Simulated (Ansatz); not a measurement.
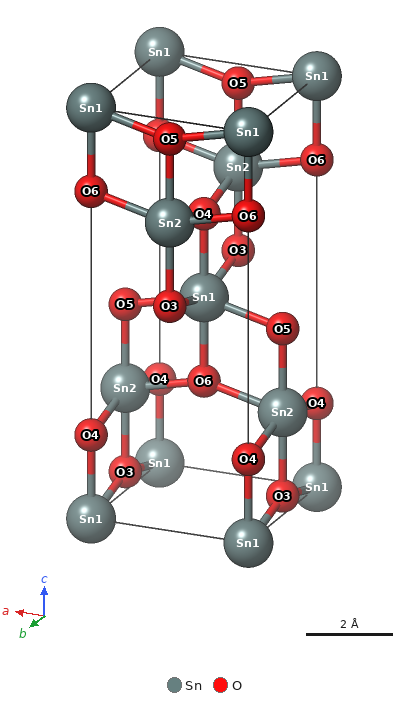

Fig. 1: The structure as given in the input (ball-and-stick view of the cell 2 times as large as that of the calculation, set on its symmetry axes, seen at an oblique angle; atoms are numbered from 1 in the order of the input). An atom can appear more than once, as a periodic image. Near neighbours in the periodic cell (some may lie outside the picture): Sn has 6 O at 2.06 to 2.09 Å; O has 3 Sn at 2.06 to 2.09 Å.

# Two runs on SnO2

System: SnO2 (I4₁/amd, 6 atoms in the cell).
Method of run A: Kohn-Sham DFT of a periodic cell, PBEsol, Ansatz PAW, no spin polarisation (Ansatz 0.2.0).

The structure derives from a Materials Project entry. Text and figures count atoms from 1; the logs count them from 0 in places.

## Input, run A
```yaml
crystal:
  lattice:
    - [-2.0000686112, 2.0000686112, 5.1236788559]
    - [2.0000686112, -2.0000686112, 5.1236788559]
    - [2.0000686112, 2.0000686112, -5.1236788559]
  atoms:
    - { symbol: Sn, position: [0.0, 0.0, 0.0] }
    - { symbol: Sn, position: [0.75, 0.25, 0.5] }
    - { symbol: O, position: [0.54652259, 0.04652259, 0.5] }
    - { symbol: O, position: [0.20347741, 0.20347741, 0.0] }
    - { symbol: O, position: [0.95347741, 0.45347741, 0.5] }
    - { symbol: O, position: [0.79652259, 0.79652259, 0.0] }
hamiltonian:
  xc: pbesol
  pseudopotentials: { kind: paw }
kpoints:
  mp_grid: { grid: [9, 9, 9] }
scf:
  occupations: { method: fermi_dirac, width: 0.05 }
output:
  forces: true
  stress: true
  eigenvalues: true
  write_density: true
  write_potential: true
  elf: true
  volumetric_format: npy
relax:
  f_tol: 0.01
  max_steps: 40
  cell: { stress_tol: 0.05 }
```

Command:
```bash
ansatz run input.yaml --threads 2 --pin off --max-ram 5632MiB --backend cpu --events-out ev --progress --plain --runs-dir out
```

Hardware: 2 threads of AMD EPYC (Zen 5), 32 GiB of memory available, shared host.

## Output, shortened to warnings, some set-up lines, iterations and results (run A)
```
Basis set: ecut = 420 eV, 1605 PW (Γ), exchange–correlation on 80×80×80 points (8 copies of the dense FFT grid, shifted against one another)
Symmetry: 16 space group operations
k-points: 75 of 729
Initial density: superposition of atomic densities (neutral atoms: chi_scale 0, normalization atom), corrected by the library's trained network
[...]
SCF iter   1: F=—  HF=-14142.651403 eV  |F-HF|=—  |Δ(HF+E_count)|=         —  Δρ=1.36e-2  dr2=1.18e-1  ethr=1.77e-3  ⟨swp⟩=6.2  Hψ=10702  notcnv=0  defer=10
SCF iter   2: F=—  HF=-14142.619807 eV  |F-HF|=—  |Δ(HF+E_count)|=   3.16e-2  Δρ=2.19e-3  dr2=1.72e-3  ethr=2.27e-4  ⟨swp⟩=2.0  Hψ=4024  notcnv=0  defer=140
SCF iter   3: F=—  HF=-14142.619763 eV  |F-HF|=—  |Δ(HF+E_count)|=   4.44e-5  Δρ=9.43e-4  dr2=4.30e-4  ethr=3.31e-6  ⟨swp⟩=2.1  Hψ=4178  notcnv=0  defer=140
SCF iter   4: F=—  HF=-14142.619928 eV  |F-HF|=—  |Δ(HF+E_count)|=   1.65e-4  Δρ=2.72e-4  dr2=5.80e-5  ethr=8.28e-7  ⟨swp⟩=2.9  Hψ=4320  notcnv=0  defer=140
SCF iter   5: F=—  HF=-14142.619971 eV  |F-HF|=—  |Δ(HF+E_count)|=   4.32e-5  Δρ=4.31e-5  dr2=2.37e-6  ethr=1.11e-7  ⟨swp⟩=2.9  Hψ=4080  notcnv=0  defer=140
[... 43 lines ...]
SCF iter   3: F=—  HF=-14142.622522 eV  |F-HF|=—  |Δ(HF+E_count)|=   2.20e-9  Δρ=1.20e-6  dr2=1.09e-9  ethr=3.14e-12  ⟨swp⟩=2.0  Hψ=3600  notcnv=0
SCF iter   4: F=—  HF=-14142.622522 eV  |F-HF|=—  |Δ(HF+E_count)|=  6.37e-11  Δρ=3.56e-7  dr2=1.07e-10  ethr=2.09e-12  ⟨swp⟩=2.0  Hψ=3202  notcnv=0
SCF iter   5: F=-14142.622522 eV  HF=-14142.622522 eV  |F-HF|=2.18e-11  |Δ(HF+E_count)|=  8.37e-11  Δρ=2.05e-7  dr2=1.42e-11  ethr=1.00e-12  ⟨swp⟩=7.2  Hψ=12086  notcnv=0
SCF 8 converged in 5 iterations: F = -14142.622522 eV  dr2 = 1.42e-11
relax step   8: F+E_penalty+E_count = -14142.62252200 eV  Δ(F+E_penalty+E_count) = -8.582e-5 eV  max|allowed force component| = 3.304e-6 eV/Å  Δτ_max = 0.0000 Å  P = +0.002 …
basis re-selected at this cell: Δ(F+E_penalty+E_count) = -8.582e-5 eV, ΔP = +0.001 GPa vs the last step (what re-selecting the basis moved, of the pressure what is left beyond the Pulay correction that the steps carried, after the strain that the cell walked since its last selection, with what the …
SCF converged after 5 iterations
Free energy (F): -14142.622522 eV
Harris-Foulkes:  -14142.622522 eV  (|F-HF|=2.18e-11)
Internal energy: -14142.622522 eV  (E = F + TS)
E sigma→0 (E₀):  -14142.622522 eV
Fermi energy:    7.671081 eV
--- Per-component energies (eV) ---
  E_band       = -229.941650
  E_kinetic    = 1078.898421
  E_local      = -3578.538157  (includes V_loc(G=0)·N_el)
  E_nonlocal   = 138.977155
  E_hartree    = 1789.851291
  E_xc         = -1043.173602
  E_vxc        = -560.952851  (∫ρ·V_xc dr)
  E_paw        = -8762.981375  (= ΣΔE_a)
  E_vpaw       = -888.038776  (= ΣTr[D̂ρ^β])
  E_aug_tail   = 0.009802  (compensation charges beyond the density's cutoff)
  E_ewald      = -3766.376888
  E_core_change = 0.710831  (= ΣΔE_core)
  E_smearing   = -0.000000  (= −TS)
  E_closure    = -0.000000  (closes the sum)
  Σ components = -14142.622522   (vs F -14142.622522, Δ=0.00e0)
--- Forces (eV/Å), atoms counted from 1 ---
  atom   1  Sn    -0.00000000     0.00000000     0.00000000
  atom   2  Sn    -0.00000000     0.00000000     0.00000000
  atom   3  O      0.00000000     0.00000000    -0.00000330
  atom   4  O      0.00000000     0.00000000     0.00000330
  atom   5  O      0.00000000     0.00000000     0.00000330
  atom   6  O      0.00000000     0.00000000    -0.00000330
  max |Σ_I F_I| component: 8.02e-18 eV/Å
--- Stress (GPa, compression-positive) ---
        0.003859      -0.000000       0.000000
       -0.000000       0.003859      -0.000000
        0.000000       0.000000      -0.001331
  P = ⅓ Tr σ = 0.0021 GPa (0.021 kbar)
--- Relaxed structure (6 steps of the walk, 6 accepted, 2 SCFs on fresh bases) ---
  F+E_penalty+E_count = -14142.62252200 eV   max|allowed force component| = 3.304e-6 eV/Å   (the final SCF, on the basis selected at the relaxed cell)
  cell:  # Å, volume = 82.4585 Å³
    - [-2.0057545078536014, 2.0057545078536014, 5.124125497266796]
    - [2.0057545078536014, -2.0057545078536014, 5.124125497266796]
    - [2.0057545078536014, 2.0057545078536014, -5.124125497266796]
  atoms:
[...]
```

The input of run B differs as follows (lines with − go, lines with + come):
```diff
+  dispersion: d3bj
-  write_density: true
-  write_potential: true
-  elf: true
-  volumetric_format: npy
```

How does run B compare with run A?

The total energies belong to different models, so their difference says nothing on which is more stable or more accurate. The gap on the mesh goes from 1.54 to 1.65 eV. The volume per atom goes from 13.74 to 13.56 Å³. The SCF takes 31 iterations over all geometry steps against 37. On the same kind of shared host run B took about 0.7 times as long.

## Output, shortened to warnings, some set-up lines, iterations and results (run B)
```
Basis set: ecut = 420 eV, 1605 PW (Γ), FFT grids on a1+a3, a2+a3, a3, exchange–correlation on 54×54×80 points (8 copies of the dense FFT grid, shifted against one another)
Symmetry: 16 space group operations
k-points: 75 of 729
Initial density: superposition of atomic densities (neutral atoms: chi_scale 0, normalization atom), corrected by the library's trained network
[...]
SCF iter   1: F=—  HF=-14143.670628 eV  |F-HF|=—  |Δ(HF+E_count)|=         —  Δρ=1.36e-2  dr2=1.18e-1  ethr=1.77e-3  ⟨swp⟩=6.2  Hψ=10708  notcnv=0  defer=10
SCF iter   2: F=—  HF=-14143.639072 eV  |F-HF|=—  |Δ(HF+E_count)|=   3.16e-2  Δρ=2.19e-3  dr2=1.72e-3  ethr=2.27e-4  ⟨swp⟩=2.0  Hψ=4023  notcnv=0  defer=140
SCF iter   3: F=—  HF=-14143.639020 eV  |F-HF|=—  |Δ(HF+E_count)|=   5.12e-5  Δρ=9.42e-4  dr2=4.31e-4  ethr=3.32e-6  ⟨swp⟩=2.1  Hψ=4182  notcnv=0  defer=140
SCF iter   4: F=—  HF=-14143.639186 eV  |F-HF|=—  |Δ(HF+E_count)|=   1.66e-4  Δρ=2.72e-4  dr2=5.79e-5  ethr=8.29e-7  ⟨swp⟩=2.9  Hψ=4318  notcnv=0  defer=140
SCF iter   5: F=—  HF=-14143.639221 eV  |F-HF|=—  |Δ(HF+E_count)|=   3.46e-5  Δρ=4.30e-5  dr2=2.36e-6  ethr=1.11e-7  ⟨swp⟩=2.9  Hψ=4065  notcnv=0  defer=140
[... 35 lines ...]
SCF iter   2: F=—  HF=-14143.642712 eV  |F-HF|=—  |Δ(HF+E_count)|=   1.20e-5  Δρ=3.85e-6  dr2=3.76e-9  ethr=2.26e-11  ⟨swp⟩=3.1  Hψ=5276  notcnv=0
SCF iter   3: F=—  HF=-14143.642712 eV  |F-HF|=—  |Δ(HF+E_count)|=   4.80e-9  Δρ=1.80e-6  dr2=8.55e-10  ethr=7.22e-12  ⟨swp⟩=2.2  Hψ=3101  notcnv=0
SCF iter   4: F=-14143.642712 eV  HF=-14143.642712 eV  |F-HF|=4.00e-11  |Δ(HF+E_count)|=   1.82e-9  Δρ=2.57e-7  dr2=2.39e-11  ethr=1.00e-12  ⟨swp⟩=4.8  Hψ=11575  notcnv=0
SCF 7 converged in 4 iterations: F = -14143.642712 eV  dr2 = 2.39e-11
relax step   7: F+E_penalty+E_count = -14143.64271155 eV  Δ(F+E_penalty+E_count) = +1.700e-4 eV  max|allowed force component| = 2.809e-3 eV/Å  Δτ_max = 0.0000 Å  P = -0.000 …
basis re-selected at this cell: Δ(F+E_penalty+E_count) = +1.700e-4 eV, ΔP = -0.001 GPa vs the last step (what re-selecting the basis moved, of the pressure what is left beyond the Pulay correction that the steps carried, after the strain that the cell walked since its last selection, with what the …
SCF converged after 4 iterations
Free energy (F): -14143.642712 eV
Harris-Foulkes:  -14143.642712 eV  (|F-HF|=4.00e-11)
Internal energy: -14143.642712 eV  (E = F + TS)
E sigma→0 (E₀):  -14143.642712 eV
Fermi energy:    7.904790 eV
--- Per-component energies (eV) ---
  E_band       = -221.287809
  E_kinetic    = 1080.454054
  E_local      = -3550.382374  (includes V_loc(G=0)·N_el)
  E_nonlocal   = 139.207822
  E_hartree    = 1779.775915
  E_xc         = -1043.568665
  E_vxc        = -561.488971  (∫ρ·V_xc dr)
  E_paw        = -8763.438606  (= ΣΔE_a)
  E_vpaw       = -888.639922  (= ΣTr[D̂ρ^β])
  E_aug_tail   = 0.009832  (compensation charges beyond the density's cutoff)
  E_ewald      = -3785.384520
  E_disp       = -1.027001  (pairwise vdW)
  E_core_change = 0.710831  (= ΣΔE_core)
  E_smearing   = -0.000000  (= −TS)
  E_closure    = -0.000000  (closes the sum)
  Σ components = -14143.642712   (vs F -14143.642712, Δ=0.00e0)
--- Forces (eV/Å), atoms counted from 1 ---
  atom   1  Sn     0.00000000     0.00000000     0.00000000
  atom   2  Sn     0.00000000     0.00000000     0.00000000
  atom   3  O      0.00000000     0.00000000     0.00280855
  atom   4  O      0.00000000     0.00000000    -0.00280855
  atom   5  O      0.00000000     0.00000000    -0.00280855
  atom   6  O      0.00000000    -0.00000000     0.00280855
  max |Σ_I F_I| component: 2.82e-18 eV/Å
--- Stress (GPa, compression-positive) ---
        0.006153       0.000000      -0.000000
        0.000000       0.006153      -0.000000
       -0.000000      -0.000000      -0.013175
  P = ⅓ Tr σ = -0.0003 GPa (-0.003 kbar)
--- Relaxed structure (5 steps of the walk, 5 accepted, 2 SCFs on fresh bases) ---
  F+E_penalty+E_count = -14143.64271155 eV   max|allowed force component| = 2.809e-3 eV/Å   (the final SCF, on the basis selected at the relaxed cell)
  cell:  # Å, volume = 81.3780 Å³
    - [-1.9989030270344224, 1.9989030270344224, 5.091711465274816]
    - [1.9989030270344224, -1.9989030270344224, 5.091711465274816]
[...]
```

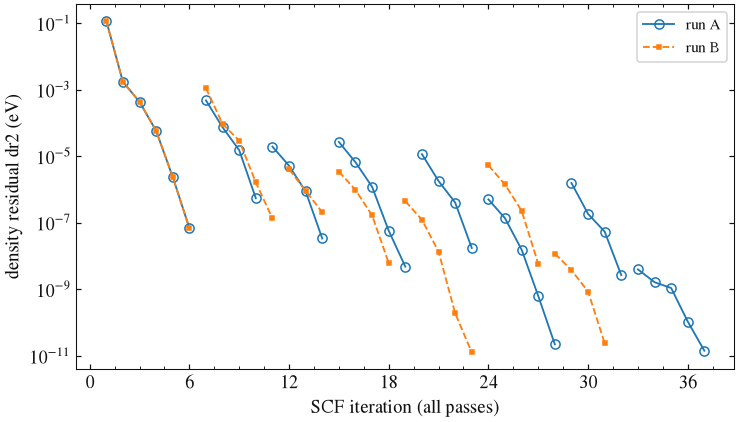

Fig. 2: Convergence of the two runs: density residual dr2 against the SCF iteration. A break in a curve parts two SCF passes. Run A takes 37 iterations in all, and run B takes 31.

## The two runs side by side

| quantity | run A | run B |
| --- | --- | --- |
| outcome | converged | converged |
| free energy per atom (eV) | −2357.1038 | −2357.2738 |
| gap on the mesh (eV) | 1.54 | 1.65 |
| pressure (GPa) | 0.00 | 0.00 |
| volume per atom (Å³) | 13.74 | 13.56 |
| largest force (eV/Å) | 0.000 | 0.003 |
| SCF iterations | 37 | 31 |
| irreducible k-points | 75 | 75 |
| wall time (shared host) | 15 s | 11 s |
